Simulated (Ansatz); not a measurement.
# Run report: SrTiO3, geometry relaxation (part 2 of 3)

The same run, continued: SrTiO3 (P1, 35 atoms in the cell); DFT PBE, scalar-relativistic, plane waves, PAW, no spin polarisation (Ansatz 0.2.0); cutoff 420 eV, 3×3×3 k-mesh, Gaussian smearing of 0.02 eV. The structure derives from a Materials Project entry. It belongs to a series of runs on one base structure; here: the perfect supercell shaken and relaxed.

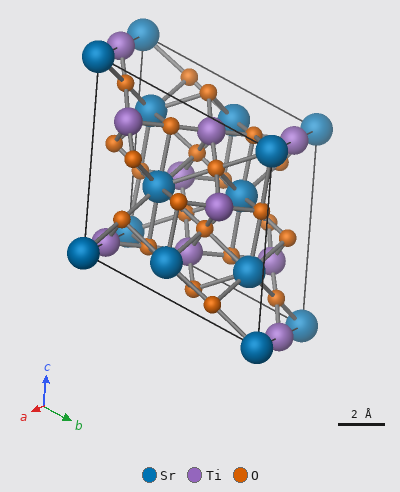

**Figure 1.** The geometry at step 3 of the log (ball-and-stick view of the cell of the calculation, seen slightly off an axis).

Output, continued:
```
  k-point 1: bands = ["-46.7212", "-46.7204", "-46.7199", "-46.7197", "-46.7192", "-46.7191", "-46.7189", "-23.1517", "-23.1441", "-23.1422", "-23.1385", "-23.1200", "-23.1072", "-23.1019", "-23.0428", "-23.0402", "-23.0357", "-23.0296", "-23.0223", "-23.0217", "-23.0158", "-23.0153", "-23.0085", "-23.0082", "-22.9996", "-22.9982", "-22.9933", "-22.9919", "-22.9910", "-22.9869", "-22.9854", "-22.9816", "-22.9814", "-22.9750", "-22.9723", "-7.6706", "-7.6059", "-7.4923", "-7.4610", "-7.2270",
      "-7.1562", "-7.1253", "-6.8526", "-6.8379", "-6.7551", "-6.7467", "-6.7464", "-6.7335", "-6.7149", "-6.7048", "-6.6741", "-6.6421", "-6.6029", "-6.6008", "-6.5909", "-6.5419", "-5.2156", "-5.1593", "-5.1227", "-5.0943", "-5.0850", "-5.0659", "-5.0503", "-5.0376", "-4.9646", "-4.9541", "-4.9026", "-4.8952", "-4.8879", "-4.8294", "-4.8199", "-4.8150", "-4.7587", "-4.7476", "-4.7415", "-4.7320", "-4.7241", "5.2126", "5.2948", "5.3922",
      "5.4058", "5.5104", "5.5358", "5.5874", "5.6941", "5.7673", "5.7687", "5.8107", "5.8628", "5.9663", "6.1784", "6.1931", "6.2539", "6.3360", "6.4233", "6.5024", "6.5046", "6.5274", "6.5349", "6.5877", "6.7311", "6.7775", "6.8014", "6.8227", "6.8396", "6.8681", "6.9056", "6.9150", "6.9762", "7.1111", "7.1777", "7.3109", "7.6012", "7.8602", "7.8862", "7.9023", "7.9174", "8.0128", "8.1376", "8.1691",
      "8.1700", "8.3159", "8.4557", "8.4668", "8.4685", "8.5021", "8.5326", "8.6216", "8.6287", "8.7147", "8.7258", "8.7895", "8.8630", "8.9457", "8.9565", "9.0065", "9.1813", "9.2012", "9.4178", "9.5008", "11.9732", "12.1686", "12.2242", "12.4732", "12.8105", "12.8565", "12.9855", "13.0033", "13.1386", "13.2406", "13.2793", "13.4007", "13.4026", "13.4241", "13.4397", "13.4603", "13.5282", "13.6025", "13.6886", "13.7730",
      "13.8254", "14.3025", "14.7375", "14.7674", "14.8185", "14.9268", "15.2529", "15.5642", "15.5853", "15.8075", "15.9581", "16.0487", "16.2862", "16.5828", "16.6086"]
  k-point 2: bands = ["-46.7212", "-46.7204", "-46.7200", "-46.7197", "-46.7192", "-46.7191", "-46.7190", "-23.1516", "-23.1442", "-23.1421", "-23.1386", "-23.1201", "-23.1071", "-23.1019", "-23.0422", "-23.0401", "-23.0360", "-23.0298", "-23.0218", "-23.0215", "-23.0161", "-23.0155", "-23.0085", "-23.0083", "-22.9999", "-22.9979", "-22.9936", "-22.9919", "-22.9913", "-22.9871", "-22.9853", "-22.9818", "-22.9808", "-22.9749", "-22.9722", "-7.6707", "-7.6063", "-7.4918", "-7.4605", "-7.2268",
      "-7.1563", "-7.1257", "-6.8530", "-6.8383", "-6.7550", "-6.7464", "-6.7458", "-6.7327", "-6.7154", "-6.7055", "-6.6745", "-6.6424", "-6.6025", "-6.6003", "-6.5913", "-6.5417", "-5.2155", "-5.1593", "-5.1227", "-5.0941", "-5.0849", "-5.0658", "-5.0504", "-5.0376", "-4.9649", "-4.9538", "-4.9023", "-4.8955", "-4.8883", "-4.8292", "-4.8202", "-4.8150", "-4.7589", "-4.7478", "-4.7416", "-4.7315", "-4.7241", "5.2129", "5.2946", "5.3926",
      "5.4053", "5.5091", "5.5348", "5.5887", "5.6947", "5.7668", "5.7669", "5.8103", "5.8637", "5.9644", "6.1789", "6.1947", "6.2531", "6.3375", "6.4247", "6.5033", "6.5061", "6.5276", "6.5341", "6.5874", "6.7321", "6.7780", "6.8018", "6.8215", "6.8399", "6.8683", "6.9056", "6.9148", "6.9751", "7.1099", "7.1771", "7.3108", "7.6029", "7.8633", "7.8840", "7.9024", "7.9171", "8.0127", "8.1369", "8.1690",
      "8.1711", "8.3146", "8.4559", "8.4671", "8.4686", "8.5009", "8.5337", "8.6205", "8.6281", "8.7142", "8.7262", "8.7903", "8.8624", "8.9451", "8.9554", "9.0070", "9.1802", "9.2014", "9.4185", "9.5012", "11.9753", "12.1674", "12.2229", "12.4748", "12.8103", "12.8549", "12.9853", "13.0045", "13.1395", "13.2401", "13.2800", "13.3991", "13.4026", "13.4249", "13.4396", "13.4614", "13.5274", "13.6030", "13.6884", "13.7730",
      "13.8254", "14.3037", "14.7364", "14.7673", "14.8191", "14.9263", "15.2528", "15.5643", "15.5852", "15.8069", "15.9570", "16.0484", "16.2861", "16.5825", "16.6095"]
  k-point 13: bands = ["-46.7209", "-46.7203", "-46.7200", "-46.7198", "-46.7197", "-46.7195", "-46.7183", "-23.1641", "-23.1621", "-23.1516", "-23.1390", "-23.1380", "-23.1371", "-23.0797", "-23.0420", "-23.0403", "-23.0336", "-23.0326", "-23.0225", "-23.0182", "-23.0063", "-23.0034", "-23.0031", "-23.0029", "-22.9994", "-22.9921", "-22.9889", "-22.9868", "-22.9856", "-22.9854", "-22.9811", "-22.9796", "-22.9781", "-22.9754", "-22.9702", "-7.6944", "-7.6728", "-7.6656", "-7.4623", "-7.4551",
      "-7.4462", "-6.8364", "-6.7399", "-6.7262", "-6.7207", "-6.6674", "-6.6664", "-6.6587", "-6.6521", "-6.6414", "-6.6218", "-6.6071", "-6.6010", "-6.5947", "-6.5152", "-6.4471", "-5.3166", "-5.2252", "-5.1431", "-5.1023", "-5.0950", "-5.0914", "-5.0866", "-5.0772", "-5.0503", "-5.0055", "-4.9815", "-4.9501", "-4.9263", "-4.8291", "-4.8222", "-4.8167", "-4.7447", "-4.7341", "-4.7194", "-4.6720", "-4.6548", "5.2316", "5.4045", "5.4956",
      "5.5519", "5.6043", "5.6474", "5.6875", "5.7400", "5.8188", "5.8913", "5.9249", "6.0195", "6.0773", "6.1323", "6.1424", "6.1463", "6.1591", "6.2726", "6.3561", "6.4304", "6.6014", "6.6407", "6.6519", "6.7070", "6.7671", "6.8167", "6.8345", "6.8386", "6.8532", "6.8688", "6.9368", "7.0700", "7.1189", "7.1603", "7.2395", "7.3829", "7.6631", "7.8232", "7.8425", "7.8507", "8.0132", "8.0825", "8.1833",
      "8.1914", "8.2200", "8.2790", "8.3109", "8.4452", "8.4685", "8.5120", "8.5514", "8.6743", "8.6926", "8.6963", "8.7186", "8.7606", "8.8719", "8.9485", "9.1556", "9.1823", "9.4039", "9.4333", "9.5663", "12.1727", "12.2790", "12.4666", "12.5999", "12.7156", "12.8014", "12.9066", "13.0353", "13.0388", "13.1240", "13.1411", "13.2230", "13.3035", "13.3657", "13.4358", "13.4382", "13.4627", "13.6152", "13.8657", "13.9385",
      "14.0000", "14.4846", "14.6305", "14.6672", "14.7749", "15.0694", "15.4539", "15.6107", "16.1496", "16.1626", "16.1904", "16.2370", "16.4436", "16.5710", "16.7355"]
--- Relaxed structure (4 steps of the walk, 4 accepted, 0 SCFs on fresh bases) ---
  F+E_penalty+E_count = -54281.46614768 eV   max|allowed force component| = 7.120e-3 eV/Å
  atoms:
    - { symbol: Sr, position: [0.5774733925958102, 0.28451768641393044, 0.42848482763866297] }
    - { symbol: Sr, position: [0.8630807653409436, 0.4273300643076652, 0.14268709146419695] }
    - { symbol: Sr, position: [0.14881248096300748, 0.5700637006872227, 0.8569373312187153] }
    - { symbol: Sr, position: [0.7203202130998247, 0.855929560718227, 0.2856149311120628] }
    - { symbol: Sr, position: [0.00596030389586194, 0.9986587782984582, 0.9998388128482464] }
    - { symbol: Sr, position: [0.29170140083149465, 0.14157240654685338, 0.714089552302774] }
    - { symbol: Sr, position: [0.43448608260432425, 0.7129612658868141, 0.571249986779783] }
    - { symbol: Ti, position: [0.08034707753214204, 0.2844100751848354, 0.4283483795916686] }
    - { symbol: Ti, position: [0.36607805940554183, 0.42724487817312096, 0.14267114413789717] }
    - { symbol: Ti, position: [0.651825505009335, 0.5701593909049473, 0.8570199235613973] }
    - { symbol: Ti, position: [0.22328548360356457, 0.8558372259153634, 0.28553489732393844] }
    - { symbol: Ti, position: [0.5089952641180078, 0.9987034344990022, -0.00015770669954928707] }
    - { symbol: Ti, position: [0.7946668285857639, 0.14155446526444834, 0.7141422690374799] }
    - { symbol: Ti, position: [0.937516006770603, 0.7130287457318336, 0.5712758467818899] }
    - { symbol: O, position: [0.3465004960694992, 0.4271567702550403, 0.6426146446049108] }
    - { symbol: O, position: [0.632227980209686, 0.5700174713984036, 0.3569061830419715] }
    - { symbol: O, position: [0.9178876527835462, 0.7128600328563321, 0.07123704792067387] }
    - { symbol: O, position: [0.48936575518962977, -0.0014050834962726771, 0.49979038694585054] }
    - { symbol: O, position: [0.7750573966473422, 0.1414446208704946, 0.2140913813556283] }
    - { symbol: O, position: [0.060831785016173756, 0.2843344845593277, 0.9283472013007359] }
    - { symbol: O, position: [0.203733324468575, 0.8557383269809161, 0.7854521429985963] }
    - { symbol: O, position: [0.20358302108040235, 0.3557447792071462, 0.28539857560162774] }
    - { symbol: O, position: [0.48932218373911485, 0.498601498891548, -0.00027469549998859755] }
    - { symbol: O, position: [0.7751070202810298, 0.6414045385362328, 0.7140225520880034] }
    - { symbol: O, position: [0.3464918608061573, 0.927071713030959, 0.14253032058391363] }
    - { symbol: O, position: [0.6322722037217094, 0.07004991403867833, 0.8569060385489944] }
    - { symbol: O, position: [0.9179471643988878, 0.21283455026253567, 0.5711509255100545] }
    - { symbol: O, position: [0.060700421425507814, 0.7843056730574496, 0.42826534219118817] }
    - { symbol: O, position: [0.13215528312958658, 0.06996856785615596, 0.35681646850478865] }
    - { symbol: O, position: [0.417938391419699, 0.21284606471822065, 0.07116206869619399] }
    - { symbol: O, position: [0.7036277803002703, 0.3556823947990764, 0.7854459091254774] }
    - { symbol: O, position: [0.27499572771499525, 0.6413907229615851, 0.21401457147359088] }
    - { symbol: O, position: [0.5608475307553449, 0.7842926205415606, 0.9282981534238379] }
    - { symbol: O, position: [0.8464804382315942, 0.9270948168783958, 0.6426682633798211] }
    - { symbol: O, position: [-0.010691274744976859, 0.4985382404634907, 0.49974324980496576] }
```

Trajectory as extended XYZ (Å, eV, eV/Å), 3 of the 4 frames kept, from step=1 to step=4:
```
35
Lattice="3.9364 -3.9364 3.9364 -7.8729 0.0000 3.9364 0.0000 -3.9364 -7.8729" Properties=species:S:1:pos:R:3:forces:R:3 step=1 energy=-54280.85852
Sr   -0.0333   -3.9731   -0.0447   -0.0679  -0.0932   0.4135
Sr    0.0065   -3.9166    3.9106   -0.4404  -0.0235  -0.0527
Sr   -3.9707   -3.9588   -3.9281   -0.0142   0.1599   0.2510
Sr   -3.9494   -3.8709    3.8585    0.4691  -0.0717   0.5930
Sr   -7.8741   -3.8743   -3.9104    0.4080  -0.3531  -0.2008
Sr    0.0329   -3.8779   -3.9951   -0.0905  -0.5786   0.2001
Sr   -3.9450   -3.9150   -0.0370    0.0490   0.0998  -0.3689
Ti   -1.8915   -1.9471   -2.0046   -1.1867  -0.5708   0.2034
Ti   -2.0068   -1.9207    1.9371    0.7194  -0.7092   0.6846
Ti   -1.9552   -5.9092   -1.9526   -0.1833  -0.4492  -0.6052
Ti   -5.9035   -2.0542    2.0134    0.0213   1.6154  -0.4208
Ti   -5.9059   -2.0479    5.9367   -0.1993   0.9192  -0.3096
Ti    1.9820   -5.9313   -1.9723   -1.1168   0.0355  -0.0179
Ti   -2.0089   -5.8799    1.9882    1.7799  -0.4098  -0.0687
O    -1.9791   -3.9721   -1.9794    0.1318   1.2113   0.0569
O    -1.9438   -3.8662    1.9802   -0.4005  -0.8073  -0.2170
O    -2.0106   -3.9197    5.8915    0.2898  -0.1987   0.0061
O     1.9803   -3.9152   -2.0327    0.0270  -0.3297   0.2057
O     1.9347   -3.9475    1.8886    0.2327   0.3266   0.4341
O    -2.0309   -3.9027   -5.9482    0.4515   0.4365   0.2526
O    -5.9103   -3.9109   -1.9800   -0.2034   0.2077  -0.0108
O    -1.9667   -1.8971   -0.0040    0.1045  -0.0864  -0.3825
O    -1.9792   -1.9238    3.9133    0.0192   0.0794  -0.0705
O    -1.9428   -5.8976   -0.0492   -0.3222   0.1579   0.7556
O    -5.9344   -1.9824    3.9263    0.1076  -0.0959  -0.3376
O     1.9943   -5.9178   -3.9616    0.0391  -0.0474   0.3720
O     1.9620   -5.8169    0.0212    0.3714  -0.4179  -1.0898
O    -5.8739   -1.9833    0.0180   -0.2694   0.1637  -0.7477
O    -0.0047   -1.9433   -2.0228    0.0666  -0.2726   0.1944
O     0.0211   -1.9510    2.0207   -0.1282   0.2049  -0.2478
O     0.0319   -5.8693   -1.9729    0.1615   0.0014  -0.1039
O    -3.9161   -1.9460    1.9748   -0.6432  -0.0977   0.0084
O    -3.9440   -5.8986   -1.9747   -0.3730  -0.0685  -0.0573
O    -3.9588   -5.8889    1.9079    0.2267   0.0982   0.3108
O    -3.9568   -1.9445   -2.0460   -0.0372  -0.0363   0.3675
35
Lattice="3.9364 -3.9364 3.9364 -7.8729 0.0000 3.9364 0.0000 -3.9364 -7.8729" Properties=species:S:1:pos:R:3:forces:R:3 step=3 energy=-54281.45524
Sr    0.0372   -3.9678    0.0246    0.0152   0.0085  -0.0063
Sr    0.0360   -3.9646    3.9614    0.0159   0.0000   0.0040
Sr   -3.8993   -3.9635   -3.9100    0.0144  -0.0037  -0.0038
Sr   -3.8993   -3.9674    3.9627    0.0014   0.0090  -0.0046
Sr   -7.8294   -3.9632   -3.9118   -0.0138  -0.0109   0.0045
Sr    0.0376   -3.9642   -3.9093    0.0052  -0.0024   0.0008
Sr   -3.8968   -3.9619    0.0196    0.0002  -0.0083   0.0215
Ti   -1.9117   -2.0096   -1.9284   -0.0698   0.0673  -0.0616
Ti   -1.9145   -2.0123    2.0081   -0.0635   0.0838  -0.0634
Ti   -1.9139   -5.9495   -1.9279   -0.0436   0.0772  -0.0760
Ti   -5.8479   -2.0129    2.0106   -0.0844   0.0514  -0.0774
Ti   -5.8509   -2.0119    5.9478   -0.0617   0.0509  -0.0894
Ti    2.0246   -5.9513   -1.9294   -0.0915   0.1018  -0.0373
Ti   -1.9135   -5.9465    2.0092   -0.0749   0.0514  -0.0727
O    -2.0029   -3.8866   -2.0156   -0.0028  -0.0704   0.0047
O    -2.0037   -3.8877    1.9131    0.0072  -0.0692   0.0098
O    -1.9990   -3.8890    5.8542   -0.0070  -0.0556   0.0048
O     1.9332   -3.8874   -2.0227    0.0056  -0.0573   0.0137
O     1.9315   -3.8889    1.9158    0.0069  -0.0296   0.0093
O    -2.0063   -3.8883   -5.9501    0.0159  -0.0642  -0.0046
O    -5.9405   -3.8890   -2.0163    0.0099  -0.0601   0.0081
O    -2.0054   -1.9151   -0.0510    0.0151  -0.0136   0.0641
O    -2.0052   -1.9217    3.8862    0.0086  -0.0105   0.0496
O    -2.0033   -5.8623   -0.0514   -0.0003   0.0080   0.0622
O    -5.9396   -1.9224    3.8862    0.0049   0.0032   0.0548
O     1.9332   -5.8621   -3.9858    0.0022  -0.0008   0.0440
O     1.9377   -5.8560   -0.0503   -0.0075  -0.0055   0.0473
O    -5.9412   -1.9186   -0.0527    0.0109   0.0003   0.0644
O    -0.0355   -1.9190   -2.0184    0.0644  -0.0023   0.0158
O    -0.0369   -1.9205    1.9210    0.0617  -0.0029  -0.0039
O    -0.0349   -5.8542   -2.0160    0.0343  -0.0101  -0.0030
O    -3.9724   -1.9214    1.9174    0.0606  -0.0065   0.0055
O    -3.9717   -5.8587   -2.0169    0.0361  -0.0025   0.0088
O    -3.9730   -5.8557    1.9162    0.0743  -0.0153   0.0005
O    -3.9730   -1.9203   -2.0196    0.0487  -0.0100   0.0051
35
Lattice="3.9364 -3.9364 3.9364 -7.8729 0.0000 3.9364 0.0000 -3.9364 -7.8729" Properties=species:S:1:pos:R:3:forces:R:3 step=4 energy=-54281.46615
Sr    0.0332   -3.9599    0.0198   -0.0002   0.0026  -0.0017
Sr    0.0331   -3.9591    3.9563    0.0000   0.0010  -0.0018
Sr   -3.9022   -3.9591   -3.9167   -0.0021   0.0015  -0.0005
Sr   -3.9031   -3.9598    3.9562    0.0009   0.0031  -0.0016
Sr   -7.8388   -3.9593   -3.9170   -0.0016   0.0012   0.0004
Sr    0.0337   -3.9592   -3.9164   -0.0014   0.0015  -0.0021
Sr   -3.9027   -3.9590    0.0195   -0.0008   0.0008  -0.0014
Ti   -1.9228   -2.0024   -1.9365   -0.0026  -0.0012  -0.0050
Ti   -1.9226   -2.0027    1.9996   -0.0028   0.0024  -0.0023
Ti   -1.9229   -5.9395   -1.9369    0.0000   0.0061  -0.0015
Ti   -5.8589   -2.0029    1.9999   -0.0035   0.0056  -0.0055
Ti   -5.8590   -2.0030    5.9362   -0.0035   0.0071  -0.0023
Ti    2.0137   -5.9393   -1.9370   -0.0035   0.0011  -0.0010
Ti   -1.9231   -5.9393    1.9997    0.0020   0.0026  -0.0023
O    -1.9990   -3.8936   -2.0138    0.0013  -0.0010   0.0029
O    -1.9989   -3.8937    1.9227    0.0002  -0.0007   0.0003
O    -1.9990   -3.8936    5.8585    0.0018  -0.0025   0.0043
O     1.9374   -3.8937   -2.0140    0.0022  -0.0009   0.0022
O     1.9374   -3.8937    1.9222    0.0012  -0.0017   0.0025
O    -1.9991   -3.8938   -5.9500    0.0021   0.0009   0.0016
O    -5.9351   -3.8939   -2.0132    0.0004  -0.0007   0.0006
O    -1.9993   -1.9248   -0.0451    0.0029  -0.0024  -0.0006
O    -1.9992   -1.9251    3.8911    0.0020  -0.0015   0.0019
O    -1.9985   -5.8619   -0.0454    0.0002  -0.0019   0.0005
O    -5.9348   -1.9250    3.8912   -0.0005  -0.0015   0.0007
O     1.9374   -5.8621   -3.9817    0.0013  -0.0018   0.0000
O     1.9378   -5.8617   -0.0453    0.0019  -0.0008  -0.0020
O    -5.9358   -1.9248   -0.0454    0.0020  -0.0041   0.0006
O    -0.0306   -1.9248   -2.0135    0.0015  -0.0032   0.0032
O    -0.0305   -1.9253    1.9228    0.0004  -0.0014   0.0000
O    -0.0305   -5.8616   -2.0138    0.0000  -0.0022   0.0009
O    -3.9671   -1.9250    1.9224   -0.0003  -0.0035   0.0018
O    -3.9669   -5.8619   -2.0133    0.0002  -0.0016   0.0011
O    -3.9668   -5.8619    1.9219   -0.0020  -0.0008   0.0030
O    -3.9670   -1.9251   -2.0140   -0.0002  -0.0019   0.0030
```

The run was set up as follows.
